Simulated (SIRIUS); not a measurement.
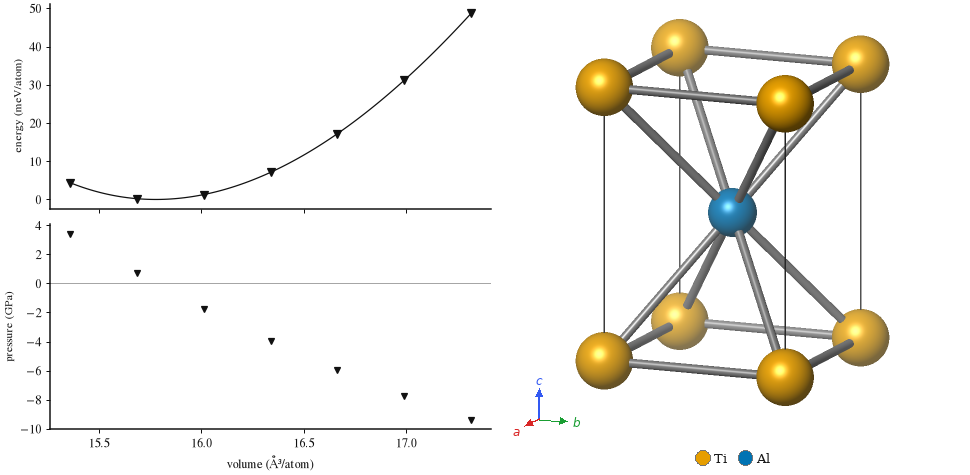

The plot gives the computed energy and pressure against volume for TiAl, space group P4/mmm (No. 123). The conventional cell is drawn beside the plot.

Cell as given: a = 2.837 Å, b = 2.837 Å, c = 4.059 Å, α = 90.00°, β = 90.00°, γ = 90.00°; 2 atoms.

Calculation (SIRIUS 7.10.0): plane-wave DFT, no spin polarisation; energies at scaled volumes of the given cell, shape and fractions fixed, counted from the fit's minimum, third-order Birch-Murnaghan fit. Level: PBEsol.

- k mesh: 9×9×7
- occupations: Fermi–Dirac
- smearing width: 0.05 eV
- potentials: dojo sr pbesol 0.4.1 standard
- wave cutoff: 1152 eV
- density cutoff: 4606 eV

**How stiff is the solid, and where is its volume at rest?**

A third-order Birch–Murnaghan fit gives V0 = 15.78 Å³/atom, B0 = 121 GPa and B′ = 3.9.

**Read off the course of the pressure.**

It falls from 3.43 GPa at volume 15.36 Å³/atom to −9.39 GPa at 17.32 Å³/atom, and changes sign near 15.78 Å³/atom.

Keep in mind: shape and atomic fractions are frozen while scaling, which makes layered, chain and framework solids too stiff.
